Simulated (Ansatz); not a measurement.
Consider KMgF$_{3}$.

The calculation's input:

```
crystal:
  lattice:
    - [4.0303985358, 0.0, 0.0]
    - [0.0, 4.0303985358, 0.0]
    - [0.0, 0.0, 4.0303985358]
  atoms:
    - { symbol: K, position: [0.5, 0.5, 0.5] }
    - { symbol: Mg, position: [0.0, 0.0, 0.0] }
    - { symbol: F, position: [0.5, 0.0, 0.0] }
    - { symbol: F, position: [0.0, 0.5, 0.0] }
    - { symbol: F, position: [0.0, 0.0, 0.5] }
basis:
  ecutwfc: 420
kpoints:
  mp_grid: { grid: [6, 6, 6] }
hamiltonian:
  xc: pbesol
scf:
  occupations: { method: gaussian, width: 0.02 }
output:
  forces: true
  stress: true
  eigenvalues: true
  write_density: true
  write_potential: true
  elf: true
  volumetric_format: npy
```

Launched as:

```sh
ansatz run input.yaml --threads 2 --pin off --max-ram 5120MiB --backend cpu --events-out ev --progress --plain --runs-dir out
```

Below, planes, directions and counts refer to the conventional cell (a = 4.03 Å, b = 4.03 Å, c = 4.03 Å, α = 90.00°, β = 90.00°, γ = 90.00°).

Space group Pm-3m; changed on purpose from its base cell (volume × 1.03).

The calculation used Ansatz, DFT PBEsol, scalar-relativistic, plane waves, PAW.

**What will maps of the valence pseudo-density and electron localisation function show?**

Mg–F (2.02 Å): ρ at the midpoint is about 0.33 e/Å³; the ELF peaks at about 0.80 in the valence shell of F, 0.7 Å from its nucleus, and is about 0.25 at the midpoint: a largely ionic contact.
K–F (2.85 Å): the density is about 0.08 e/Å³ at the midpoint; the ELF is about 0 at the midpoint (a closed-shell, largely ionic contact).

**Metal or insulator at this level of theory?**

It is gapped, with a Kohn–Sham gap of 6.9 eV on the k-point mesh (the band edges may lie off the mesh, which would make the gap smaller).

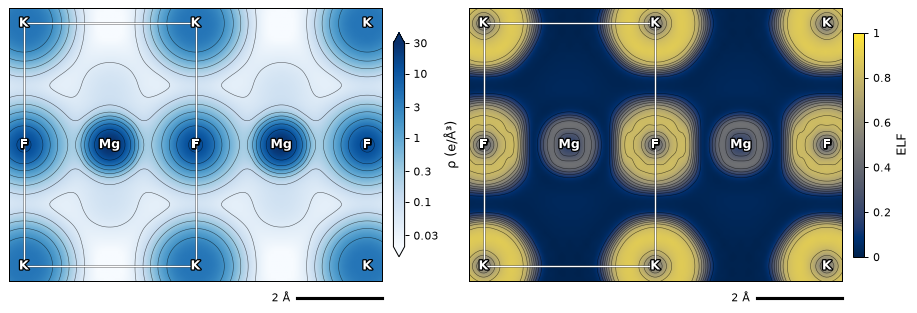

Computed valence pseudo-density and electron localisation function on the (011) plane of the conventional cell, in this order. 

Core electrons are frozen (PAW), and the valence fields are smoothed inside the atomic spheres.
